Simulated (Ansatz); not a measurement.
# Electron scattering at the Σ11 (113) boundary in fcc Cu with Mg (substitutional), part 2 of 2

How much does the Σ11 (113) boundary in fcc Cu with Mg (substitutional) reflect electrons?

Ansatz 0.2.0; Ansatz plane-wave DFT, PBE, PAW files; relaxation of a bicrystal slab with its lowest layers held; PAW set soft_1 (the session's first sound run).

So far. Step 2 (Relaxing the bicrystal): The largest force component on a free atom ends at 0.025 eV/Å, under the tolerance of 0.03, after 5 steps.

## Step 3: Transmission across the boundary

This step: Ansatz plane-wave DFT, PBE, PAW files; ballistic transport by layer matching (Landauer), zero bias; boundary relaxed in a short slab, bulk layers laid on; PAW set soft_1 (Ansatz 0.2.0).

System of this step: Σ11 (113) boundary in fcc Cu with Mg (substitutional). The cell holds 80 atoms: 79 Cu and 1 Mg. Its edges and angles: a = 5.112 Å, b = 4.427 Å, c = 50.907 Å, α = 90.0°, β = 90.0°, γ = 73.2°. It derives from Cu. Regions: lower grain, 32 atoms (32 Cu); boundary, 22 atoms (21 Cu and 1 Mg); upper grain, 26 atoms (26 Cu). Vacuum lies along c.

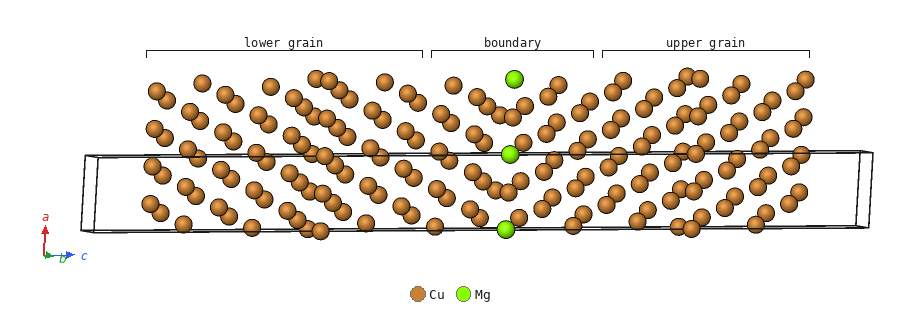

The cell of this step (copper orange, magnesium green). 2×1×1 cells are drawn. Some periodic images of atoms are drawn too.

The input, input.yaml:

```yaml
crystal:
  lattice:
    - [5.1123254594, 0.0, 0.0]
    - [1.2780813649, 4.2389163388, 0.0]
    - [0.0, 0.0, 50.9073779078]
  atoms:
    - { symbol: Cu, position: [2.8636363637, -11.4545454546, 0.0785740725] }
    - { symbol: Cu, position: [3.3636363637, -11.4545454546, 0.0785740725] }
    - { symbol: Cu, position: [2.7272727273, -10.9090909091, 0.0999845535] }
    - { symbol: Cu, position: [3.2272727273, -10.9090909091, 0.0999845535] }
    - { symbol: Cu, position: [2.590909091, -10.3636363637, 0.1213950346] }
    - { symbol: Cu, position: [3.090909091, -10.3636363637, 0.1213950346] }
    - { symbol: Cu, position: [2.4545454546, -9.8181818182, 0.1428055156] }
    - { symbol: Cu, position: [2.9545454546, -9.8181818182, 0.1428055156] }
    - { symbol: Cu, position: [2.3181818182, -9.2727272728, 0.1642159967] }
    - { symbol: Cu, position: [2.8181818182, -9.2727272728, 0.1642159967] }
    - { symbol: Cu, position: [2.1818181819, -8.7272727273, 0.1856264777] }
    - { symbol: Cu, position: [2.6818181819, -8.7272727273, 0.1856264777] }
    - { symbol: Cu, position: [2.0454545455, -8.1818181818, 0.2070369588] }
    - { symbol: Cu, position: [2.5454545455, -8.1818181818, 0.2070369588] }
    - { symbol: Cu, position: [1.9090909091, -7.6363636364, 0.2284474398] }
    - { symbol: Cu, position: [2.4090909091, -7.6363636364, 0.2284474398] }
    - { symbol: Cu, position: [1.7727272728, -7.0909090909, 0.2498579209] }
    - { symbol: Cu, position: [2.2727272728, -7.0909090909, 0.2498579209] }
    - { symbol: Cu, position: [1.6363636364, -6.5454545455, 0.2712684019] }
    - { symbol: Cu, position: [2.1363636364, -6.5454545455, 0.2712684019] }
    - { symbol: Cu, position: [1.5, -6.0, 0.292678883] }
    - { symbol: Cu, position: [2.0, -6.0, 0.292678883] }
    - { symbol: Cu, position: [1.3636363636, -5.4545454546, 0.314089364] }
    - { symbol: Cu, position: [1.8636363636, -5.4545454546, 0.314089364] }
    - { symbol: Cu, position: [1.2272727273, -4.9090909091, 0.3354998451] }
    - { symbol: Cu, position: [1.7272727273, -4.9090909091, 0.3354998451] }
    - { symbol: Cu, position: [1.0909090909, -4.3636363637, 0.3569103262] }
    - { symbol: Cu, position: [1.5909090909, -4.3636363637, 0.3569103262] }
    - { symbol: Cu, position: [0.9545454545, -3.8181818182, 0.3783208072] }
    - { symbol: Cu, position: [1.4545454545, -3.8181818182, 0.3783208072] }
    - { symbol: Cu, position: [0.8181818182, -3.2727272728, 0.3997312883] }
    - { symbol: Cu, position: [1.3181818182, -3.2727272728, 0.3997312883] }
    - { symbol: Cu, position: [0.6818181818, 0.2727272727, 0.4211417693] }
    - { symbol: Cu, position: [0.1818181818, 0.2727272727, 0.4211417693] }
    - { symbol: Cu, position: [0.5468464834, 0.8145630669, 0.4428339912] }
    - { symbol: Cu, position: [0.0456931729, 0.8151485423, 0.4431492323] }
    - { symbol: Cu, position: [0.4118847291, 0.3569154795, 0.4639084378] }
    - { symbol: Cu, position: [0.9097856002, 0.3583340247, 0.4643105863] }
    - { symbol: Cu, position: [0.2763077202, 0.8990564305, 0.4858116003] }
    - { symbol: Cu, position: [0.7713014528, 0.9057424607, 0.4864415604] }
    - { symbol: Cu, position: [0.1456456512, 0.4330757968, 0.5067418456] }
    - { symbol: Cu, position: [0.6347502222, 0.4580640612, 0.5077225292] }
    - { symbol: Mg, position: [0.0064825684, -0.0304130777, 0.5323225219] }
    - { symbol: Cu, position: [0.5003317173, -0.0007733373, 0.5324699044] }
    - { symbol: Cu, position: [0.1453194815, 0.4336094573, 0.5574641051] }
    - { symbol: Cu, position: [0.6341169185, 0.4601846637, 0.5563430701] }
    - { symbol: Cu, position: [0.276088498, 0.899840968, 0.5788411911] }
    - { symbol: Cu, position: [0.7709745228, 0.9065098663, 0.578227305] }
    - { symbol: Cu, position: [0.4113557077, 0.3584469487, 0.6002439162] }
    - { symbol: Cu, position: [0.9087291529, 0.3602575539, 0.599791333] }
    - { symbol: Cu, position: [0.546415024, 0.8143087491, 0.6219073368] }
    - { symbol: Cu, position: [0.0453110422, 0.8149319891, 0.6215504231] }
    - { symbol: Cu, position: [0.6828094029, 0.2690808555, 0.6431183475] }
    - { symbol: Cu, position: [0.181913443, 0.2695035121, 0.6430610002] }
    - { symbol: Cu, position: [0.8187250593, -3.2761623616, 0.6645001549] }
    - { symbol: Cu, position: [1.3187250593, -3.2761623616, 0.6645001549] }
    - { symbol: Cu, position: [0.9550886957, -3.8216169071, 0.685910636] }
    - { symbol: Cu, position: [1.4550886957, -3.8216169071, 0.685910636] }
    - { symbol: Cu, position: [1.0914523321, -4.3670714526, 0.707321117] }
    - { symbol: Cu, position: [1.5914523321, -4.3670714526, 0.707321117] }
    - { symbol: Cu, position: [1.2278159684, -4.912525998, 0.7287315981] }
    - { symbol: Cu, position: [1.7278159684, -4.912525998, 0.7287315981] }
    - { symbol: Cu, position: [1.3641796048, -5.4579805435, 0.7501420791] }
    - { symbol: Cu, position: [1.8641796048, -5.4579805435, 0.7501420791] }
    - { symbol: Cu, position: [1.5005432412, -6.0034350889, 0.7715525602] }
    - { symbol: Cu, position: [2.0005432412, -6.0034350889, 0.7715525602] }
    - { symbol: Cu, position: [1.6369068775, -6.5488896344, 0.7929630412] }
    - { symbol: Cu, position: [2.1369068775, -6.5488896344, 0.7929630412] }
    - { symbol: Cu, position: [1.7732705139, -7.0943441798, 0.8143735223] }
    - { symbol: Cu, position: [2.2732705139, -7.0943441798, 0.8143735223] }
    - { symbol: Cu, position: [1.9096341503, -7.6397987253, 0.8357840033] }
    - { symbol: Cu, position: [2.4096341503, -7.6397987253, 0.8357840033] }
    - { symbol: Cu, position: [2.0459977866, -8.1852532707, 0.8571944844] }
    - { symbol: Cu, position: [2.5459977866, -8.1852532707, 0.8571944844] }
    - { symbol: Cu, position: [2.182361423, -8.7307078162, 0.8786049654] }
    - { symbol: Cu, position: [2.682361423, -8.7307078162, 0.8786049654] }
    - { symbol: Cu, position: [2.3187250594, -9.2761623616, 0.9000154465] }
    - { symbol: Cu, position: [2.8187250594, -9.2761623616, 0.9000154465] }
    - { symbol: Cu, position: [2.4550886957, -9.8216169071, 0.9214259275] }
    - { symbol: Cu, position: [2.9550886957, -9.8216169071, 0.9214259275] }
kpoints:
  mp_grid: { grid: [6, 6, 1] }
hamiltonian:
  xc: pbe
  pseudopotentials: { kind: paw, azcp: { folder: soft_1 } }
scf:
  occupations: { method: fermi_dirac, width: 0.1 }
output:
  transmission:
    leads: [[18, 20], [64, 66]]
    kmesh: [16, 16]
    e_range: [-0.1, 0.1]
    de: 0.05
  write_potential: true
  write_density: true
  volumetric_format: npy
  elf: true
```

Run with:

```sh
ansatz run input.yaml --threads 4 --pin off --max-ram 15360MiB --backend cpu --events-out ev --progress --plain --runs-dir out
```

Numbers of over 12 decimals in the logs are rounded to 6 here.

The program printed:

```text
[...]
Crystal: 80 atoms, lattice volume = 1103.200 Å³
Basis set: ecut = 420 eV, 21673 PW (Γ)
Bands: 907, of which v1, the nominal top of the filled ones, is band 756 counted from 1 (755 counted from 0)
Symmetry: 1 space group operations
[...]
k-points: 20 of 36 (time reversal used)
[...]
SCF iter   1: F=—  HF=-525380.373961 eV  |F-HF|=—  |Δ(HF+E_count)|=         —  Δρ=2.46e-1  dr2=4.06e2  ethr=3.10e-3  ⟨swp⟩=5.0  Hψ=62148  notcnv=0  defer=1758
[...]
SCF iter  14: F=-525309.237784 eV  HF=-525309.237784 eV  |F-HF|=2.21e-8  |Δ(HF+E_count)|=   4.21e-8  Δρ=2.33e-6  dr2=7.08e-8  ethr=6.62e-12  ⟨swp⟩=10.7  Hψ=80740  notcnv=0
SCF 1 converged in 14 iterations: F = -525309.237784 eV  dr2 = 7.08e-8
[...]
transmission: 650 of 6500 steps passed
transmission: 1300 of 6500 steps passed
[...]
transmission: 6500 of 6500 steps passed
WARN: The input density's exchange-correlation potential varies sharply where the density is thin. Do not read a vacuum level from v_tot or v_xc, or from such a field of the output density. On a cell that repeats whose density bears no net charge and no dipole along the vacuum's axis use v_es (v_loc + v_h of the components); under efield.dipole_correction with no amplitude use v_es + v_field, which holds any external [...]
SCF converged after 14 iterations
the last check of whether an eigenvalue changes by more than its tolerance under the output density was not made (no_room)
Free energy (F): -525309.237784 eV
[...]
Internal energy: -525308.418499 eV  (E = F + TS)
E sigma→0 (E₀):  -525308.828142 eV
Entropy (-TS):   -0.819285 eV (-10.241 meV/atom)
Fermi energy:    13.360994 eV
[...]
--- Band table (eV; the first three rows and the last of 20) ---
  k-point 0: bands = [... 752 lower, 13.4542, 13.4737, 13.5210, 13.6552, 13.6922, 13.7928, 13.9556, 14.0090, ... 147 higher]
  k-point 1: bands = [... 752 lower, 13.5241, 13.5621, 13.6355, 13.6992, 13.7088, 13.7621, 13.7891, 13.7944, ... 147 higher]
  k-point 2: bands = [... 752 lower, 13.1403, 13.1980, 13.2462, 13.2950, 13.3012, 13.4013, 13.4872, 13.5624, ... 147 higher]
  k-point 19: bands = [... 752 lower, 12.6508, 12.6880, 12.7122, 12.8650, 12.8756, 12.9583, 12.9763, 13.0775, ... 147 higher]
--- Transmission ---
  basis      : 191 plane waves across, 50 finite elements along
  points     : 130, standing for a mesh of 16 x 16
  energies   : 5 from -0.100000 to 0.100000 eV about the Fermi level, 0.050000 eV apart; the leads are filled to 0.000000 eV, and channels, transmission and decay are at 0.000000 eV
  crystal 0  : Cu4, at the sites [18, 20], period 2.1799 Å, over 18.53 Å; its Hamiltonian steps by up to 3.4 meV
    offset         : up to 0.0000 Å between an atom of the period and one for which it stands
    channels       : 3.097656e0 a spin
    conductance    : none, the energies end too early or step too widely for 300 K: set another output.transmission.e_range or a lower de, or, where they end at an eighth of basis.ecutwfc, a higher one
[...]
channels       : 3.097656e0 a spin
[...]
junction   : crystal 0 to crystal 1, 13.26 to 37.64 Å
    transmission   : 2.754883e0 a spin
[...]
```

The job ended after 87 min (4 threads of Arm Neoverse V1, shared host; peak memory 11 GiB; 5.6 h of CPU time).

In the SCF lines HF is the Harris–Foulkes energy and dr2 the Hartree energy of the density residual, in eV; the loop may stop once dr2 is under the threshold and the program's other checks hold. Hψ counts applications of the Hamiltonian.

Numbers from this step:

* free energy: -525309.2378 eV
* energy at zero smearing: -525308.8281 eV
* Fermi energy: 13.36 eV
* cell area: 21.67 Å²
* transmission per spin nearest the Fermi level: 2.755
* open channels per spin nearest the Fermi level: 3.098
* open channels per spin, upper lead: 3.098
* step of the lead's potential: 3.4 meV
* step of the upper lead's potential: 2.7 meV

Per spin. Table of transmission, zone mean by energy, zero at the Fermi level:

```
energy (eV)  transmission, zone mean
    -0.1000                     2.76
    -0.0500                     2.77
     0.0000                     2.75
     0.0500                     2.78
     0.1000                     2.79
```

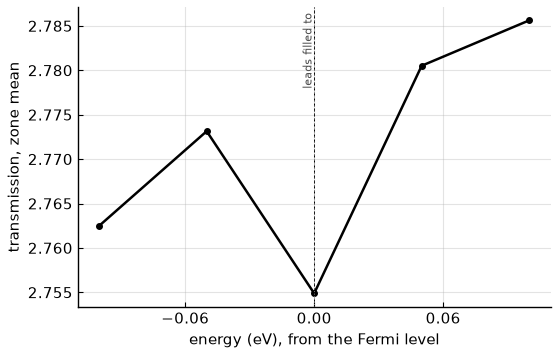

Transmission, zone mean against energy.

Per spin. Table of open channels, zone mean, lead = upper lead by energy, zero at the Fermi level:

```
energy (eV)  open channels, zone mean, lead = upper lead
    -0.1000                                         3.06
    -0.0500                                         3.09
     0.0000                                         3.10
     0.0500                                         3.11
     0.1000                                         3.13
```

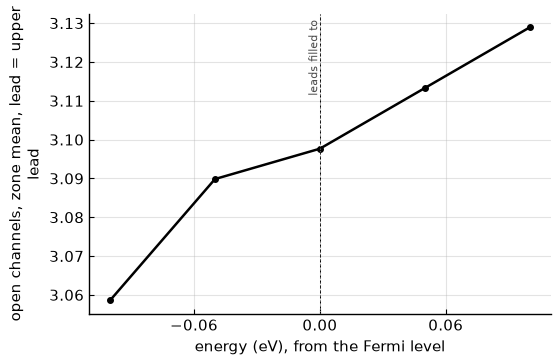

Open channels, zone mean, lead = upper lead, plotted against energy.

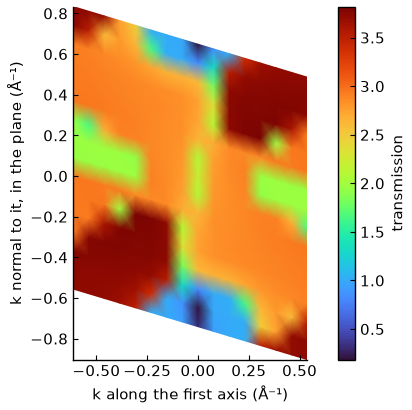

Transmission over k1 and k2. At 0.0000 eV from the Fermi level.

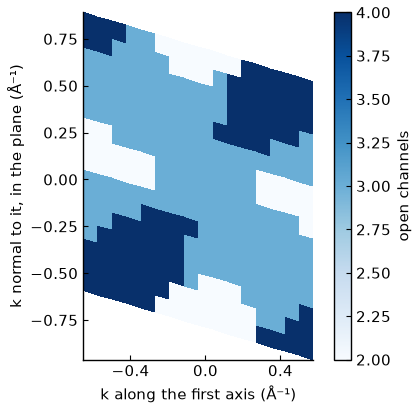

Open channels over k1 and k2. At 0.0000 eV from the Fermi level.

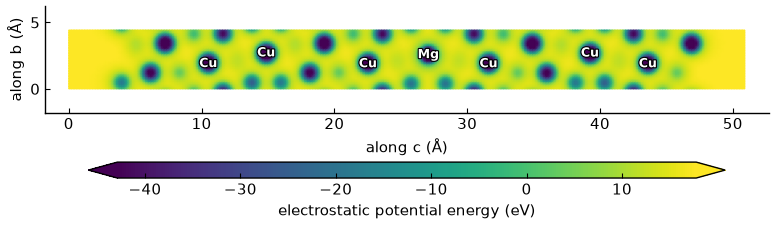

Electrostatic potential energy in the cb plane at fractional x = 0.006, with atoms of Cu and Mg within 0.2 Å of it. With pseudopotentials it is smooth inside the atoms' cores, unlike the true potential. The map starts off the cell's origin, so that atoms lie inside it.

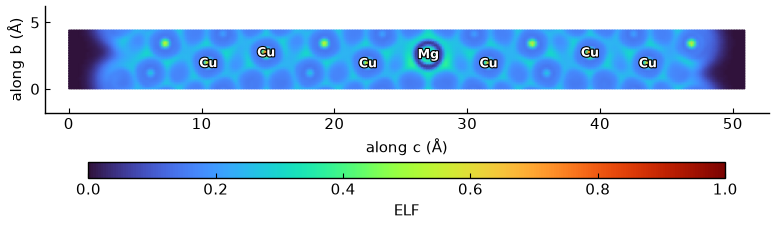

ELF in the cb plane at fractional x = 0.006, with atoms of Cu and Mg within 0.2 Å of it. It is the smooth field of the valence electrons, not physical close to the nuclei. The map starts off the cell's origin, so that atoms lie inside it.

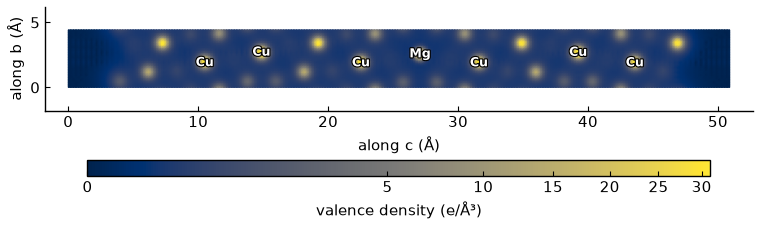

Valence density in the cb plane at fractional x = 0.006, with atoms of Cu and Mg within 0.2 Å of it. It is the smooth field of the valence electrons, not physical close to the nuclei. The map starts off the cell's origin, so that atoms lie inside it. The colour scale is stretched toward low values.

Over the solved energies the transmission per spin lies between 2.75 and 2.79, out of 3.10 channels of the lead on average (up to 3.13).

## Step 4: Specific resistance

This step: Ansatz plane-wave DFT, PBE, PAW files; ballistic transport by layer matching (Landauer), zero bias; specific resistance of the boundary; PAW set soft_1 (Ansatz 0.2.0).

This step gave:

| Property | Result |
| --- | --- |
| area resistance | 0.1063 fΩ m² |
| T over the leads' mean channel count | 0.8947 |

Averaged over the energies near the Fermi level, 89.5 % of the channels pass, which makes 0.106 fΩ m².

By hand, with T and the leads' channels N averaged over the energies near the Fermi level: RA = A (h/2e²)(1/T − ½[1/N₁ + 1/N₂]) = 21.67×10⁻²⁰ m² × 12 906 Ω × (1/2.771 − ½[1/3.098 + 1/3.098]) = 0.106 fΩ m².

## Step 5: What came out

```json
{
 "specific resistance of the boundary": "0.106 fΩ m²",
 "share of channels that pass": "0.895"
}
```

The boundary has a specific resistance of 0.11 fΩ m². The boundary reflects 11 % of the channels; 0.11 fΩ m² is 1.1×10⁻¹² Ω·cm². That equals the resistance of 6.2 nm of bulk Cu at 300 K (measured 1.725 µΩ cm, CRC Handbook of Chemistry and Physics, 84th ed., 2003, Electrical Resistivity of Pure Metals). One Mg in 21.7 Å² of boundary is a high coverage. One starting structure was relaxed; another shift or atom count at the boundary may lie lower.

[Logs are printed without paths, hosts, clocks, repeated set-up lines and the standing remarks that a program may print on its own settings, such as how far it seeks lower states.]

[Hosts, paths, dates, database ids (printed as entryN), source tags and the programs' standing remarks are cut or masked in the printed files.]
